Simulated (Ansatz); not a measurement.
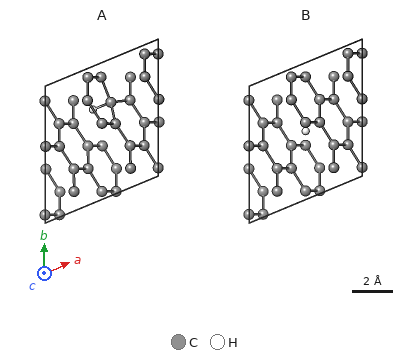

Two geometries of a defect cell of composition HC$_{32}$, drawn at one scale. One is the start of a relaxation, the other its converged end. The picture is a ball-and-stick view of the cell of the calculation, reduced to other axes (origin shifted), seen along the c axis. Lengths and directions refer to the drawn axes.

These are results of DFT PBE+D3(BJ), scalar-relativistic, plane waves, PAW in Ansatz, not measurements. Settings: plane-wave cutoff 420 eV; k-point mesh 4 × 4 × 4; occupations gaussian; smearing width 0.1 eV; no spin polarisation; atoms relaxed in a fixed cell; force threshold 0.02 eV/Å; at most 60 steps.

Q: Which of the two is the end point?

A: Structure A is the relaxed one. Case: H interstitial, charge +0, atoms relaxed. The atoms of the start lie slightly off their symmetric places, so part of the fall in energy undoes that. The H atom moves most: 1.28 Å roughly along [−1 3 1]. Largest moves by element: H 1.28 Å, C 0.33 Å. The cell stays as it was. Among the contacts that change: C–H 2.131 → 1.130 Å, C–C 1.423 → 1.486 Å, C–C 1.423 → 1.405 Å, C–C 1.423 → 1.431 Å. New bonds form, among them: C–H (2.13 → 1.13 Å). Bond angles that change, for instance: C–C–C 120.0° → 116.2°. After 14 accepted moves (17 points after the start) the energy has fallen by 1.770 eV per cell of the calculation. The largest force component goes from 0.3 to 0.0036 eV/Å. The line search rejected the trial steps at points 9, 13, 16 of the run. The run took 11 min on 4 threads of Arm Neoverse V2 (shared host), peak memory 1.5 GiB.

Limits of the set-up: the periodic images lie only 7.1 Å apart, so the values are limited by the cell's size.
